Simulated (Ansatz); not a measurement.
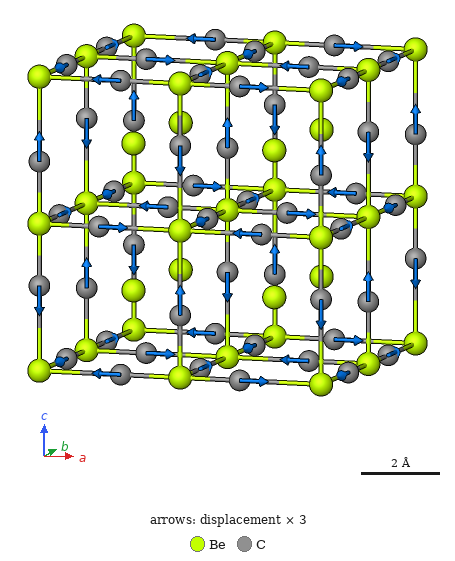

This is a relaxation of solid Be₂C₃ (a generated structure, set up in Fm-3m) (coarse preliminary run). The starting structure is drawn; blue arrows show the displacements (the part carried along by the change of the cell is left out), 3 times their true length.

A ball-and-stick model of the conventional cell (4 times the calculation's cell), seen slightly off an axis. Lengths and directions refer to the drawn axes.

Theory: DFT PBE, scalar-relativistic, plane waves, PAW in Ansatz.

Input file:
```yaml
crystal:
  lattice:
    - [0.0, 3.85477355, 3.85477355]
    - [3.85477355, 0.0, 3.85477355]
    - [3.85477355, 3.85477355, 0.0]
  atoms:
    - { symbol: Be, position: [0.5, 0.5, 0.5] }
    - { symbol: Be, position: [0.25, 0.25, 0.25] }
    - { symbol: Be, position: [0.75, 0.75, 0.75] }
    - { symbol: Be, position: [0.0, 0.0, 0.0] }
    - { symbol: C, position: [0.2887771, 0.7112229, 0.7112229] }
    - { symbol: C, position: [0.7112229, 0.2887771, 0.2887771] }
    - { symbol: C, position: [0.7112229, 0.2887771, 0.7112229] }
    - { symbol: C, position: [0.2887771, 0.7112229, 0.2887771] }
    - { symbol: C, position: [0.7112229, 0.7112229, 0.2887771] }
    - { symbol: C, position: [0.2887771, 0.2887771, 0.7112229] }
basis:
  ecutwfc: 420
kpoints:
  mp_grid: { grid: [4, 4, 4] }
hamiltonian:
  xc: pbe
scf:
  occupations: { method: gaussian, width: 0.1 }
  lower_state_search: "off"
output:
  forces: true
  stress: true
  eigenvalues: true
relax:
  adjacent_minimum: "off"
  f_tol: 0.04
  max_steps: 70
  cell: { stress_tol: 0.4 }
```

Launched with:
```bash
ansatz run input.yaml --threads 1 --pin off --max-ram 2048MiB --backend cpu --events-out ev --progress --plain --runs-dir out
```

Which element moves most?

Answer. Carbon: up to 0.27 Å, against 0.00 Å for beryllium.

Describe the change and its energy.

Answer. The largest moves relative to the cell, 0.27 Å, are those of C5, C6, C7, C8, C9 and C10. C9 goes along +c. Be stays in place. Cell: a = b = c 7.710 → 6.994 Å (−9.3 %). Volume −25.3 %. Among the contacts that change: Be4–C10 2.226 → 1.749 Å, Be1–C10 1.628 → 1.748 Å. The space group (tolerance 0.01 Å) goes from Fm-3m (No. 225) to Pm-3m (No. 221). The energy falls by 465 meV per atom in 3 accepted moves (4 points after the start). Largest force component: 2.7 eV/Å at the start, 0.0034 eV/Å at the end. The pressure goes from −12.13 to −0.15 GPa. At 1 point the geometry stayed and the basis and grid were re-selected for the new cell (energy shift of 1.4 meV per atom at most each time).
